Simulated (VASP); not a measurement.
# W: a changed input and its effect

System: W (Fm-3m, 1 atom in the cell).
Method of run 1: Kohn-Sham DFT of a periodic cell, PBE, VASP PAW PBE potentials, recommended, no spin polarisation (VASP 6.6.1).

The structure derives from an entry of the Crystallography Open Database. 

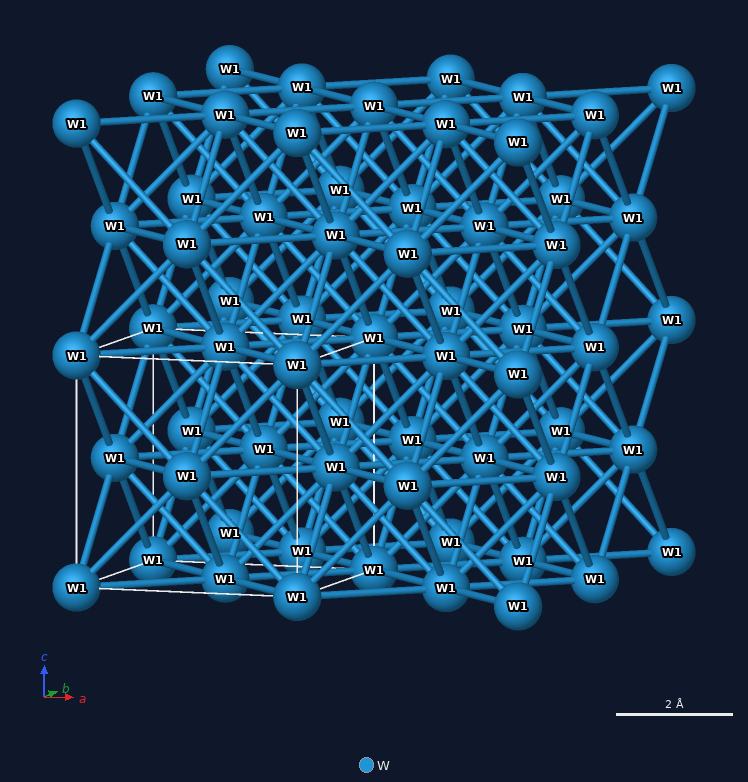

The structure as given in the input (ball-and-stick view of the cell 4 times as large as that of the calculation, set on its symmetry axes, repeated 2 × 2 × 2, seen slightly off an axis; atoms are numbered from 1 in the order of the input). Near neighbours in the crystal (not all of them lie inside the picture): W has 12 W at 2.87 Å.

### INCAR, run 1
```
PREC = Accurate
ENCUT = 600
EDIFF = 1E-7
ISMEAR = -1
SIGMA = 0.05
LREAL = F
LASPH = T
NELM = 80
ALGO = Fast
ISIF = 3
LWAVE = F
LCHARG = F
GGA = PE
IBRION = 2
NSW = 40
EDIFFG = -0.005
```

### KPOINTS, run 1
```
Automatic mesh
0
Gamma
  8 8 8
```

### POSCAR, run 1
```
W
1.0
    0.0000000000      2.0300000000      2.0300000000
    2.0300000000      0.0000000000      2.0300000000
    2.0300000000      2.0300000000      0.0000000000
W
1
Direct
    0.0000000000      0.0000000000      0.0000000000
```

Launched with:
```bash
cat potpaw_PBE.64/W_sv/POTCAR > POTCAR
mpirun -np 1 vasp_std > vasp.out
```

Hardware: 1 thread of Intel Xeon (Granite Rapids), 192 GiB of memory available, shared host.

### OSZICAR and lines of OUTCAR (run 1)
```
N       E                     dE             d eps       ncg     rms          rms(c)
DAV:   1     0.881253451695E+02    0.88125E+02   -0.85294E+03   638   0.156E+03
DAV:   2    -0.110314711890E+02   -0.99157E+02   -0.96467E+02   704   0.373E+02
DAV:   3    -0.131091255136E+02   -0.20777E+01   -0.20378E+01   707   0.503E+01
DAV:   4    -0.131228194982E+02   -0.13694E-01   -0.13681E-01   683   0.437E+00
DAV:   5    -0.131229172133E+02   -0.97715E-04   -0.97714E-04   707   0.392E-01    0.184E+01
RMM:   6    -0.126175684983E+02    0.50535E+00   -0.57874E-01   638   0.804E+00    0.733E+00
RMM:   7    -0.124895094925E+02    0.12806E+00   -0.43510E-01   639   0.670E+00    0.913E-01
[...]
RMM:  11    -0.124893253442E+02    0.19194E-06   -0.15282E-07   415   0.436E-03    0.324E-04
RMM:  12    -0.124893253987E+02   -0.54438E-07   -0.21291E-08   277   0.180E-03
   3 F= -.12489325E+02 E0= -.12482946E+02  d E =-.275641E-02
       N       E                     dE             d eps       ncg     rms          rms(c)
DAV:   1    -0.124893359868E+02   -0.10643E-04   -0.22731E-04   695   0.237E-01    0.376E-02
RMM:   2    -0.124893274092E+02    0.85777E-05   -0.11763E-05   638   0.386E-02    0.912E-03
RMM:   3    -0.124893261754E+02    0.12338E-05   -0.54622E-06   640   0.260E-02    0.744E-03
RMM:   4    -0.124893265825E+02   -0.40711E-06   -0.35870E-07   554   0.809E-03    0.250E-03
RMM:   5    -0.124893265353E+02    0.47205E-07   -0.14479E-07   391   0.501E-03
   4 F= -.12489327E+02 E0= -.12482945E+02  d E =-.275755E-02
[... from OUTCAR:]
  free energy    TOTEN  =       -12.48932654 eV
  energy without entropy =      -12.47656442  energy(sigma->0) =      -12.48294548
 E-fermi :  10.3447     XC(G=0): -13.4069     alpha+bet :-17.5024
  free  energy   TOTEN  =       -12.4893265353 eV
  energy  without entropy=      -12.4765644192  energy(sigma->0) =      -12.48294548
```

The input of run 2 differs as follows (lines with − go, lines with + come):
```diff
+LNONCOLLINEAR = T
+MAGMOM = 0 0 0
+LORBIT = 11
+LSORBIT = T
+GGA_COMPAT = F
+LMAXMIX = 4
```

How does run 2 compare with run 1?

Spin–orbit coupling is switched on. The total energies belong to different methods, so their difference says nothing on which is more stable or more accurate. The volume per atom goes from 16.50 to 16.55 Å³. The SCF takes 37 iterations over all geometry steps against 46. On the same kind of shared host run 2 took about 3.9 times as long.

### OSZICAR and lines of OUTCAR (run 2)
```
N       E                     dE             d eps       ncg     rms          rms(c)
DAV:   1     0.145509807849E+03    0.14551E+03   -0.83487E+03  1276   0.161E+03
DAV:   2    -0.903997060347E+01   -0.15455E+03   -0.15024E+03  1386   0.473E+02
DAV:   3    -0.139430056361E+02   -0.49030E+01   -0.48177E+01  1528   0.828E+01
DAV:   4    -0.139861136528E+02   -0.43108E-01   -0.43094E-01  1372   0.826E+00
DAV:   5    -0.139866680787E+02   -0.55443E-03   -0.55442E-03  1432   0.924E-01    0.181E+01
RMM:   6    -0.134854580498E+02    0.50121E+00   -0.57828E-01  1276   0.809E+00    0.731E+00
RMM:   7    -0.133615413474E+02    0.12392E+00   -0.41743E-01  1276   0.662E+00    0.181E+00
[...]
RMM:   3    -0.133591088626E+02    0.21409E-01   -0.97973E-02  1282   0.346E+00    0.904E-01
RMM:   4    -0.133599169706E+02   -0.80811E-03   -0.48502E-03  1294   0.929E-01    0.468E-01
RMM:   5    -0.133602469087E+02   -0.32994E-03   -0.11887E-03  1348   0.489E-01    0.240E-01
RMM:   6    -0.133601933913E+02    0.53517E-04   -0.39981E-04  1276   0.267E-01    0.166E-02
RMM:   7    -0.133602008209E+02   -0.74296E-05   -0.80703E-05  1380   0.123E-01    0.164E-02
RMM:   8    -0.133602020170E+02   -0.11961E-05   -0.65431E-06  1367   0.356E-02    0.153E-02
RMM:   9    -0.133602022344E+02   -0.21738E-06   -0.22800E-06  1286   0.225E-02    0.312E-03
RMM:  10    -0.133602021292E+02    0.10520E-06   -0.50789E-07  1144   0.980E-03    0.726E-04
RMM:  11    -0.133602021407E+02   -0.11459E-07   -0.77157E-08   880   0.407E-03
   3 F= -.13360202E+02 E0= -.13356470E+02  d E =-.166843E-02  mag=     0.0000     0.0000    -0.0000
[... from OUTCAR:]
  free energy    TOTEN  =       -13.36020214 eV
  energy without entropy =      -13.35273817  energy(sigma->0) =      -13.35647015
 E-fermi :  10.3472     XC(G=0): -13.3854     alpha+bet :-17.4493
  free  energy   TOTEN  =       -13.3602021407 eV
  energy  without entropy=      -13.3527381663  energy(sigma->0) =      -13.35647015
```

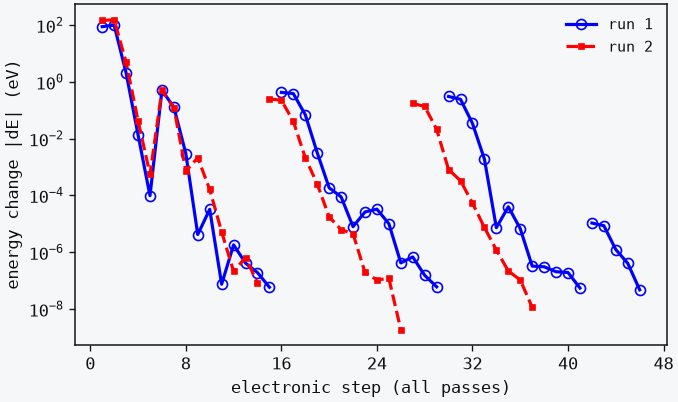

Convergence of the two runs: energy change |dE| against the electronic step. A break in a curve parts two SCF passes. Run 1 takes 46 steps in all, and run 2 takes 37.

### The two runs side by side

```csv
quantity,run 1,run 2
outcome,converged,converged
free energy per atom (eV),−12.4893,−13.3602
"energy per atom, smearing taken to zero (eV)",−12.4829,−13.3565
gap on the mesh (eV),0.00,0.00
pressure (GPa),0.01,−0.02
volume per atom (Å³),16.50,16.55
largest force (eV/Å),0.000,0.000
SCF iterations,46,37
irreducible k-points,29,29
net moment of the cell (μB),–,0.00
```

For run 1: Spin–orbit coupling is left out, which matters for W.
